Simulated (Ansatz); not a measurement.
Take the following structure.

```
Ti Al
1.0
     3.95028    0.00000    0.00000
     0.00000    3.95028    0.00000
     0.00000    0.00000   24.15258
Ti Al
8 16
Direct
  0.00000 0.50000 0.17199
  0.50000 0.50000 0.42199
  0.00000 0.50000 0.32801
  0.00000 0.00000 0.07801
  0.50000 0.00000 0.67199
  0.00000 0.00000 0.92199
  0.50000 0.00000 0.82801
  0.50000 0.50000 0.57801
  0.00000 0.00000 0.41369
  0.00000 0.00000 0.25000
  0.50000 0.50000 0.25000
  0.50000 0.00000 0.33631
  0.50000 0.00000 0.16369
  0.00000 0.50000 0.00000
  0.00000 0.50000 0.50000
  0.50000 0.50000 0.08631
  0.50000 0.50000 0.91369
  0.50000 0.50000 0.75000
  0.00000 0.00000 0.75000
  0.00000 0.50000 0.83631
  0.00000 0.50000 0.66369
  0.50000 0.00000 0.50000
  0.50000 0.00000 0.00000
  0.00000 0.00000 0.58631
```

Q: Give a crystallographic description of this input.

A: It has the composition TiAl$_{2}$. Its lattice is body-centred tetragonal, its space group I4_1/amd (No. 141). With Z = 8, the cell contains 8 Ti, 16 Al. The neighbours of Ti are ten Al and two Ti (2.73 to 2.86 Å to Al, 3.01 Å to Ti). Al takes two kinds of site: 8e with six Ti and six Al (2.80 to 2.86 Å to Ti, 2.72 to 2.87 Å to Al); 8e with eight Al and four Ti in a cuboctahedral arrangement (2.79 to 2.87 Å to Al, 2.73 Å to Ti). The bonds build a three-dimensional framework.

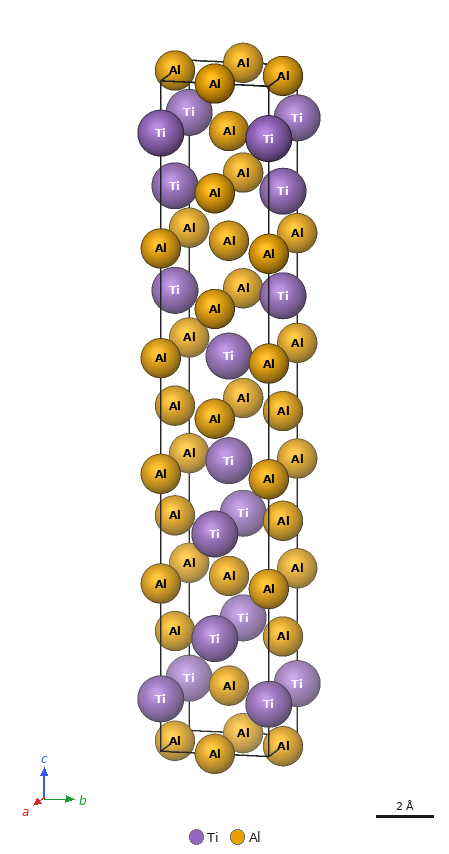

The crystal in a spheres-only representation, seen slightly off an axis. Atoms at the boundary of the conventional unit cell (the box) are drawn once for each face, edge or corner they touch. Colours: titanium purple, aluminium orange.

Starting structure: a structure listed in the Materials Project. It is drawn as it came out of a relaxation with Ansatz 0.2.0, DFT r2SCAN, scalar-relativistic, plane waves, PAW.
